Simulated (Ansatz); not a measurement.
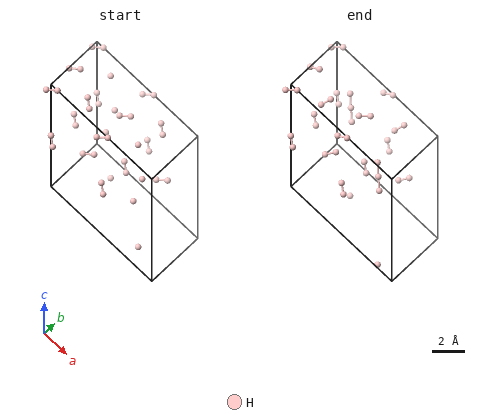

The structure of a defect cell of composition H (started half-way along a vacancy jump, in the symmetry of that start) before (left) and after (right) a relaxation, at one scale.

A ball-and-stick model of the conventional cell (2 times the calculation's cell) (origin shifted), seen slightly off an axis. Lengths and directions refer to the drawn axes.

Level of theory: Ansatz 0.2.0, DFT PBE, scalar-relativistic, plane waves, PAW.

Input file:
```yaml
crystal:
  lattice:
    - [0.0, 5.11570268, 4.422889949]
    - [0.0, -5.11570268, 4.422889949]
    - [5.442955693, 0.0, -4.422889949]
  atoms:
    - { symbol: H, position: [0.5561111631, 0.0081795843, 0.5] }
    - { symbol: H, position: [0.5561111631, 0.5081795842, 0.0] }
    - { symbol: H, position: [0.0561111631, 0.0081795842, 0.0] }
    - { symbol: H, position: [0.4918204158, 0.443888837, 0.5] }
    - { symbol: H, position: [0.9918204158, 0.943888837, 0.5] }
    - { symbol: H, position: [0.9918204158, 0.443888837, 0.0] }
    - { symbol: H, position: [0.4918204158, 0.943888837, 0.0] }
    - { symbol: H, position: [0.2821453736, 0.5321453736, 0.5] }
    - { symbol: H, position: [0.0081795842, 0.056111163, 0.5] }
    - { symbol: H, position: [0.0081795842, 0.556111163, 0.0] }
    - { symbol: H, position: [0.5081795842, 0.056111163, 0.0] }
    - { symbol: H, position: [0.943888837, 0.4918204158, 0.5] }
    - { symbol: H, position: [0.4438888369, 0.9918204158, 0.5] }
    - { symbol: H, position: [0.4438888369, 0.4918204158, 0.0] }
    - { symbol: H, position: [0.943888837, 0.9918204158, 0.0] }
basis:
  ecutwfc: 420
kpoints:
  mp_grid: { grid: [4, 4, 4] }
hamiltonian:
  xc: pbe
scf:
  occupations: { method: gaussian, width: 0.05 }
output:
  forces: true
  stress: true
  eigenvalues: true
  write_density: true
  write_potential: true
  elf: true
  volumetric_format: npy
relax:
  adjacent_minimum: "off"
  f_tol: 0.02
  max_steps: 60
  escape_saddle: false
```

Run as
```bash
ansatz run input.yaml --threads 4 --pin off --max-ram 9216MiB --backend cpu --events-out ev --progress --plain --runs-dir out
```

**Summarise the run.**

H12 moves most: 1.17 Å along −c. The lattice vectors keep their values. Near-neighbour distances that change, for instance: H8–H12 2.264 → 0.934 Å, H4–H8 1.616 → 0.933 Å. The energy falls by 3.375 eV per cell of the calculation in 40 accepted moves (45 points after the start). Largest force component: 2.9 eV/Å at the start, 0.014 eV/Å at the end. The line search rejected the trial steps at points 3, 14, 23 of the run. 2 steps only repeated the SCF at the same geometry. The forces were under the threshold at step 21, but the run went on from there. The run took 77 s on 4 threads of AMD EPYC 9R45 96-Core Processor (Zen 5), on a shared host, peak memory 0.57 GiB.

Limits of the set-up: the periodic images lie only 6.8 Å apart, so the values are limited by the cell's size.
